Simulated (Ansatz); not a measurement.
Al$_{6}$O (slab)

Input

```
crystal:
  lattice:
    - [2.8394270062, 0.0, 0.0]
    - [0.0, 4.0155561815, 0.0]
    - [0.0, 0.0, 26.0985675155]
  atoms:
    - { symbol: Al, position: [0.5, 0.5, 0.3256883733] }
    - { symbol: Al, position: [0.0, 0.0, 0.3800865123] }
    - { symbol: Al, position: [0.5, 0.5, 0.4344846513] }
    - { symbol: Al, position: [0.0, 0.0, 0.4863154555] }
    - { symbol: Al, position: [0.5, 0.5, 0.5431153486] }
    - { symbol: Al, position: [0.0, 0.0, 0.5914115929] }
    - { symbol: O, position: [0.0, 0.5, 0.5898789418] }
basis:
  ecutwfc: 420
kpoints:
  mp_grid: { grid: [10, 7, 1] }
hamiltonian:
  xc: pbesol
scf:
  occupations: { method: gaussian, width: 0.1 }
output:
  forces: true
  eigenvalues: true
  write_density: true
  write_potential: true
  elf: true
  volumetric_format: npy
relax:
  adjacent_minimum: "off"
  f_tol: 0.03
  max_steps: 70
  constraints: [{ sites: [0, 1, 2] }]
efield:
  axis: 3
  dipole_correction: true
  ramp_width: 0.04
```

Launched as:

```sh
ansatz run input.yaml --threads 1 --pin off --max-ram 2560MiB --backend cpu --events-out ev --progress --plain --runs-dir out
```

The fields are those of the relaxed geometry.

Theory: DFT PBEsol, scalar-relativistic, plane waves, PAW in Ansatz.

What can the converged valence pseudo-density and electron localisation function tell about the bonding?

Al–O (1.87 Å): ρ is about 0.63 e/Å³ halfway; the ELF peaks at about 0.85 in the valence shell of O, 0.7 Å from its nucleus, and is about 0.80 at the midpoint.

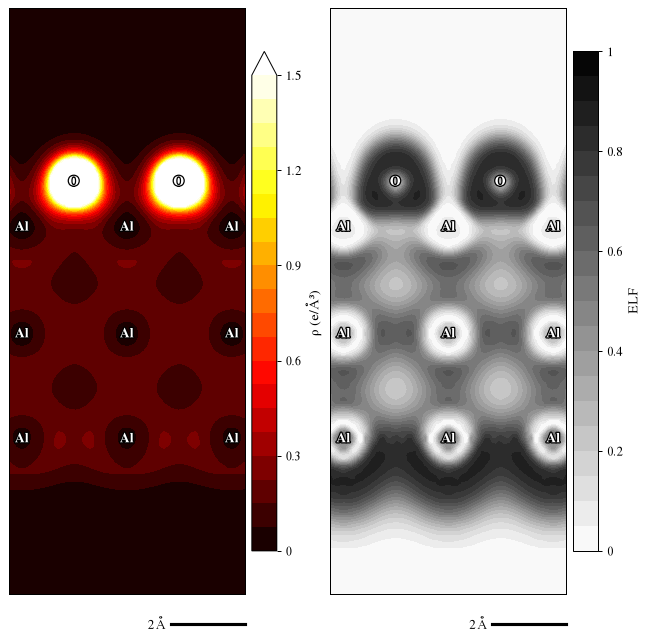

Computed valence pseudo-density and electron localisation function on the (010) plane of the calculation cell, a cut from vacuum to vacuum, in this order. 

Core electrons are frozen (PAW), and the valence fields are smoothed inside the atomic spheres.
